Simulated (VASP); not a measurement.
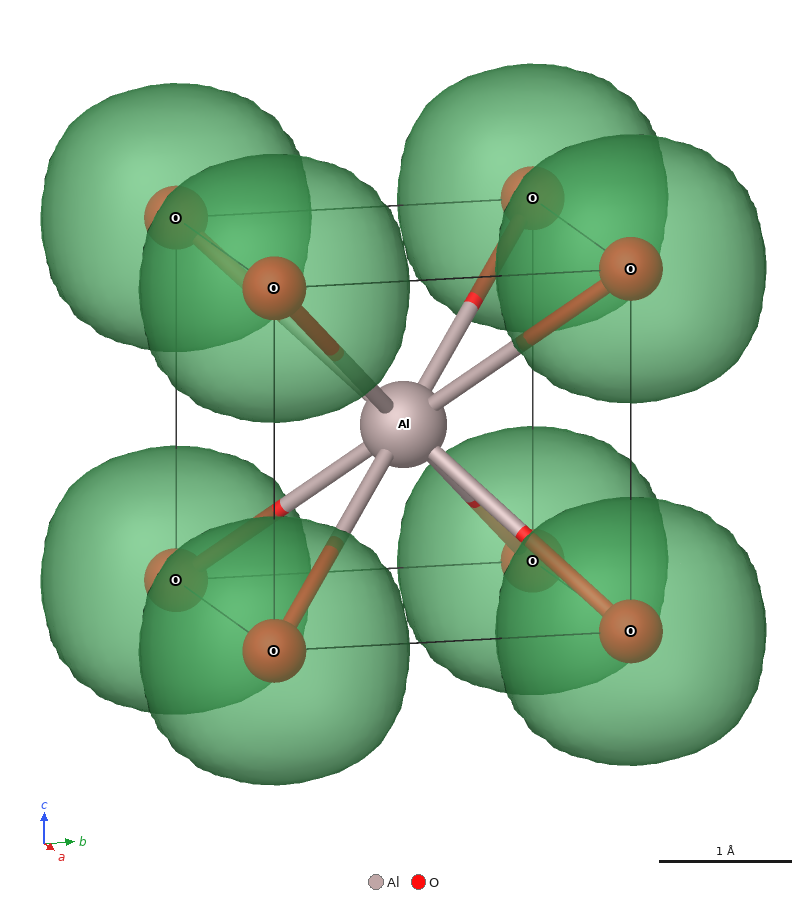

AlO. Isosurface of the valence electron density at 0.3 e/Å³ (green), seen slightly off an axis. Sticks mark near contacts.

Space group Pm-3m; a generated structure, not necessarily the stable one; computed pressure about −9 GPa in this cell.

All numbers below come from VASP 6.6.1, Kohn-Sham DFT of a periodic cell, PBEsol, VASP PAW PBE potentials, recommended.

The density is the valence pseudo-density of a PAW calculation; it isn't the true density close to the nuclei.

**Which contacts does the surface bridge?**

At this value the density breaks into separate islands; it holds about 65 % of the electrons treated as valence. It bridges none of the near contacts. It is pinched off along the shortest Al–O (2.43 Å) contacts. On the grid the lowest density along these lines, outside the cores, is 0.2 e/Å³ (Al–O, 2.43 Å).
